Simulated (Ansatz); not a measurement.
## Electronic structure of TiAl in real space

The calculation's input:

```
crystal:
  lattice:
    - [3.32609571, 0.19074384, 0.19074384]
    - [0.19074384, 3.32609571, -0.19074384]
    - [0.19074384, -0.19074384, 3.32609571]
  atoms:
    - { symbol: Ti, position: [0.0, 0.0, 0.0] }
    - { symbol: Al, position: [0.5, 0.5, 0.5] }
basis:
  ecutwfc: 420
kpoints:
  mp_grid: { grid: [12, 12, 12] }
hamiltonian:
  xc: pbe
scf:
  occupations: { method: gaussian, width: 0.1 }
output:
  forces: true
  stress: true
  eigenvalues: true
  write_density: true
  write_potential: true
  elf: true
  volumetric_format: npy
```

Launched as:

```sh
ansatz run input.yaml --threads 1 --pin off --max-ram 1331MiB --backend cpu --events-out ev --progress --plain --runs-dir out
```

Below, planes, directions and counts refer to the conventional cell (a = 4.97 Å, b = 4.97 Å, c = 5.10 Å, α = 90.00°, β = 90.00°, γ = 120.00°).

Space group R-3m; a structure from a database of computed crystals, not necessarily the ambient phase; changed on purpose from its base cell (strained and moved within a subgroup); computed pressure about −6 GPa in this cell; computed without spin polarisation.

Method: DFT PBE, scalar-relativistic, plane waves, PAW in Ansatz 0.2.0.

The density is the valence pseudo-density of a PAW calculation; it isn't the true density close to the nuclei.

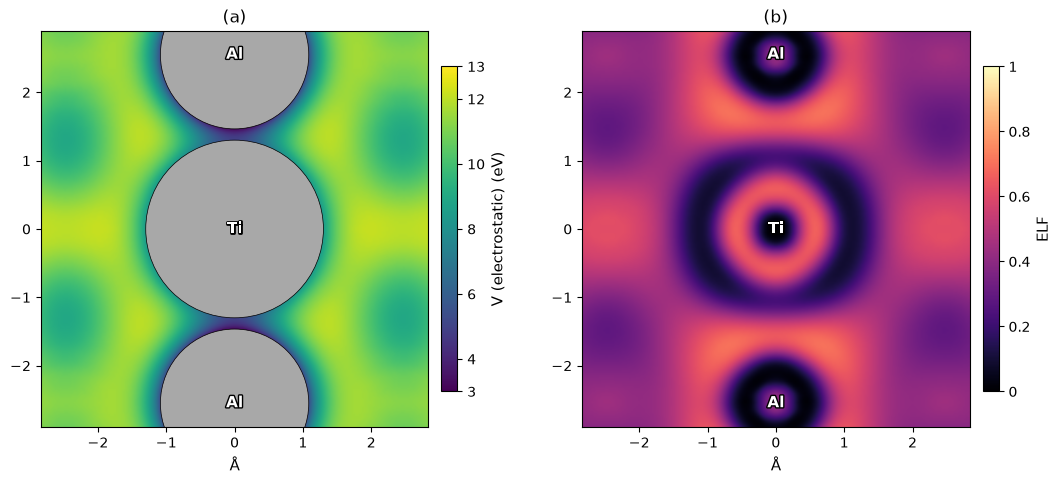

Figure 1. (a) electrostatic potential (local pseudopotential plus Hartree) felt by an electron; (b) ELF on the (010) plane of the conventional cell. Grey discs cover the atomic cores in the potential map.

### Read the bonding off the picture.

Atoms in the plane: Ti and Al. Ti–Al (2.55 Å): the ELF is about 0.40 at the midpoint. The features right at Ti lie inside the PAW spheres, where the map follows smoothed inner orbitals and isn't to be read closely. Outside the cores the potential energy rises away from the atoms and is highest about 1.7 Å from the nearest atoms; its zero is arbitrary.

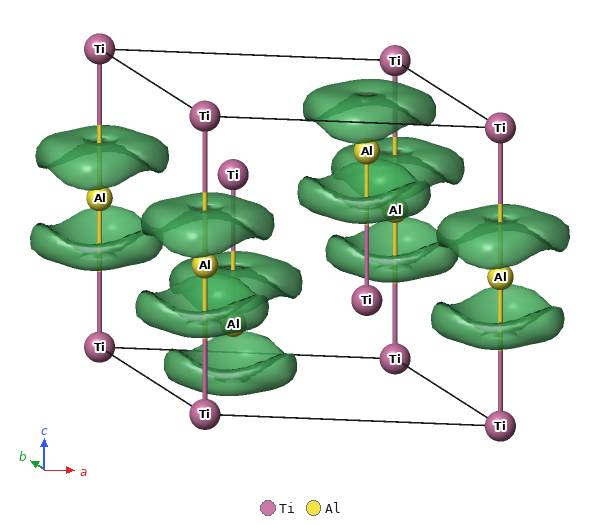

Figure 2. Isosurface of the electron localisation function at 0.65 (green), seen slightly off an axis. Core shells and regions of very low density are left out. Sticks mark near contacts.

### Describe the localisation domains.

The ELF exceeds this value in six lobes of the valence shell of Al pointing towards Ti (polar bonds), counted in one cell of 6 atoms. Regions shared between cells count once.

### Does the calculation make it a metal, or give it a gap?

It is gapless in this calculation (a metal or semimetal).
